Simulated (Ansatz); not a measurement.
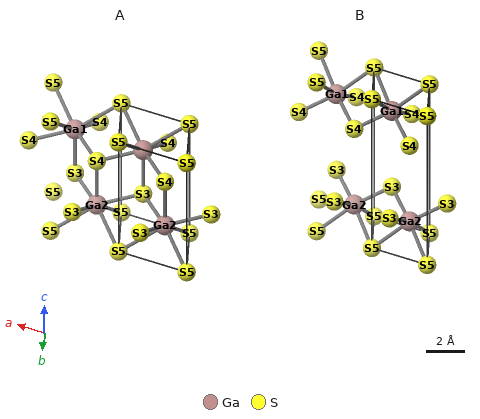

Two geometries of crystalline Ga2S3 (built on the La2O3-164 type type), drawn at one scale. One is the start of a relaxation, the other its converged end. A ball-and-stick model of the cell of the calculation, repeated 2 × 1 × 1 with one cell outlined, seen from a free direction.

Method: DFT, PBEsol, plane waves, PAW in Ansatz 0.2.0. Set-up: plane-wave cutoff 420 eV; k-point mesh 6 × 6 × 4; occupations fermi dirac; smearing width 0.03 eV; no spin polarisation; cell and atoms relaxed; force threshold 0.01 eV/Å; at most 120 steps.

> Which geometry has the lower energy?

Structure B is the relaxed one. The largest moves relative to the cell, 0.58 Å, are those of Ga1 and Ga2. Ga1 goes along +c. By element the largest moves are Ga 0.58 Å, S 0.42 Å. The drawn cell changes as follows: a = b 4.333 → 3.518 Å (−18.8 %), c 6.738 → 9.186 Å (+36.3 %); the volume changes by −10.1 %. Among the contacts that change: Ga1–S3 2.693 → 4.675 Å, Ga1–S5 3.002 → 2.638 Å, Ga1–S4 2.605 → 2.332 Å. Bonds break: Ga1–S3 (2.69 → 4.67 Å), Ga2–S4 (2.69 → 4.67 Å). Among the angles between lasting bonds that change: Ga1–S4–Ga1 112.5° → 97.9°, S4–Ga1–S4 112.5° → 97.9°. The space group stays P-3m1 (No. 164). Over 19 accepted moves (22 points after the start) the energy falls by 620 meV per atom. Largest force component: 0.23 eV/Å at the start, 0.00014 eV/Å at the end. Pressure: −9.95 GPa at the start and 0.00 GPa at the end. At 3 points the geometry stayed and the basis and grid were re-selected for the new cell (energy shift of 10.3 meV per atom at most each time).

Limits of the set-up: layers or molecules are held without a dispersion correction, so their spacing is unreliable.
